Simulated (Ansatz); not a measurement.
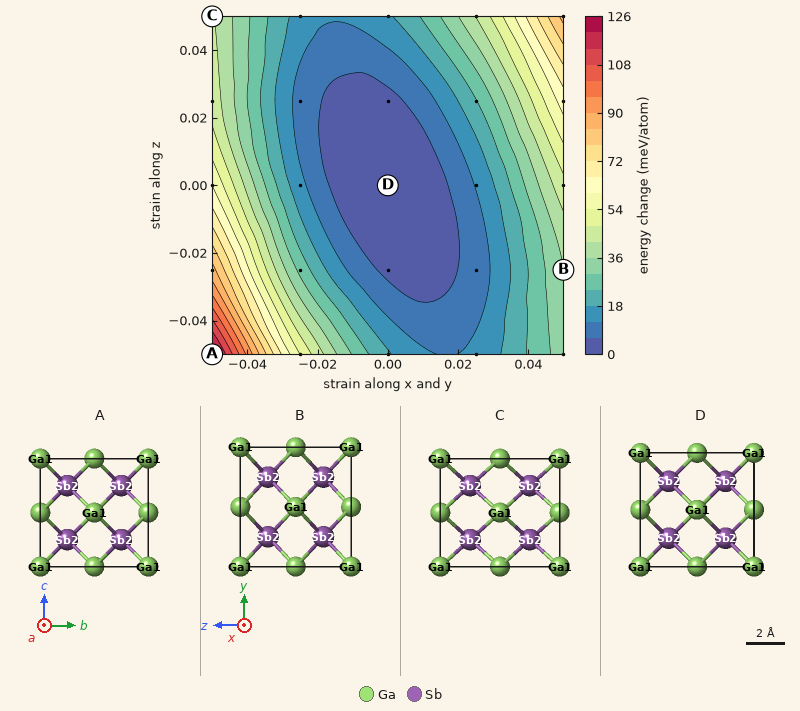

A crystal of GaSb (F-43m): the cell is strained equally along x and y and separately along z, with the atoms kept at their fractional coordinates. x, y and z are the Cartesian axes of the input. The map is interpolated between the computed points (dots). The lettered frames are marked on it. The picture is a ball-and-stick view of the conventional cell (4 times the calculation's cell), seen along the a axis. Lengths and directions refer to the drawn axes.

All numbers below come from DFT PBEsol, scalar-relativistic, plane waves, PAW in Ansatz. Set-up: plane-wave cutoff 420 eV; k-point mesh 18 × 18 × 18; occupations gaussian; smearing width 0.15 eV; no spin polarisation. Energies (free energies at the smearing named) are counted from the relaxed crystal.

Describe the energy landscape.

Answer. In pairs of (strain along x and y; strain along z): the lowest computed point lies at (0.000, 0.000) (0.0 meV/atom), the highest at (−0.050, −0.050) (125.5 meV/atom). The valley is tilted: raising the in-plane strain is made harder by raising the strain along z (cross term 0.54 of the geometric mean of the two curvatures). Over the ranges scanned the energy rises more along the first axis, the in-plane strain. The pressure runs from −5.3 GPa at (0.050, 0.050) to 11.4 GPa at (−0.050, −0.050). The frames lie at A (−0.050, −0.050): 125.5 meV/atom, B (0.050, −0.025): 36.0 meV/atom, C (−0.050, 0.050): 42.7 meV/atom, D (0.000, 0.000): 0.0 meV/atom.
